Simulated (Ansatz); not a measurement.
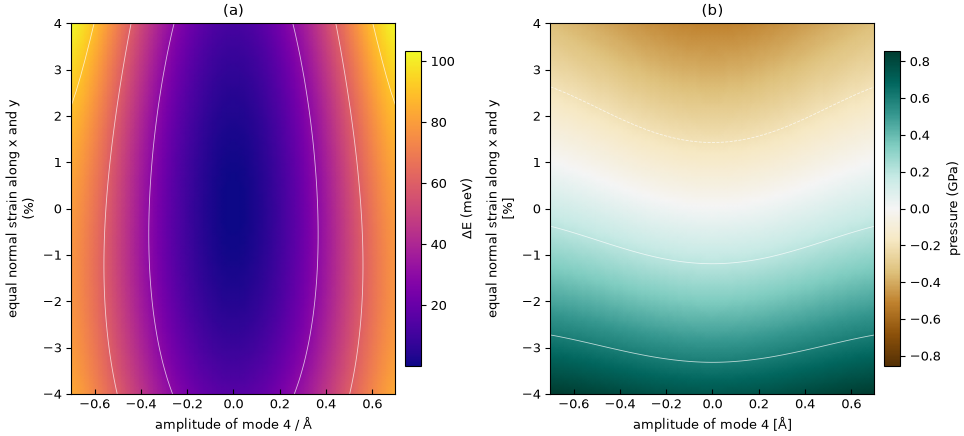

Na (P6_3/mmc, No. 194; 2 atoms in the cell). The energy is mapped over a normal mode and a strain (zone-centre modes of the 2-atom cell of this scan) (x along [1 0 0], y along [1 2 0], z along [0 0 1] of the conventional cell). Coordinates scanned: (1) amplitude of mode 4 (55 cm⁻¹), largest displacement in the unstrained cell; (2) equal normal strain along x and y. Nothing is relaxed (the pattern is fixed in fractional coordinates). Grid: 7 × 7 points; 28 points were computed and 21 follow by symmetry. Points are written as (first, second). Energies are in meV per cell, from the lowest grid point. Computed with Ansatz 0.2.0, DFT PBE, scalar-relativistic, plane waves, PAW. Settings: cutoff 520 eV, k-mesh 15×15×8 in the order of the run's cell vectors, gaussian smearing 0.15 eV, no spin polarisation.

Panel (a) is the energy and panel (b) the computed pressure on the same grid.

The picture shows a smooth colour map with a few white contour lines. Between grid points the surface is interpolated.

Question: How does the pressure vary over the map, and what is it at the lowest grid point?

Answer: It runs from −0.51 GPa at (0.000 Å, 4.00 %) to 0.86 GPa at (−0.700 Å, −4.00 %). At the lowest grid point, (0.000 Å, 0.00 %), it is 0.01 GPa.
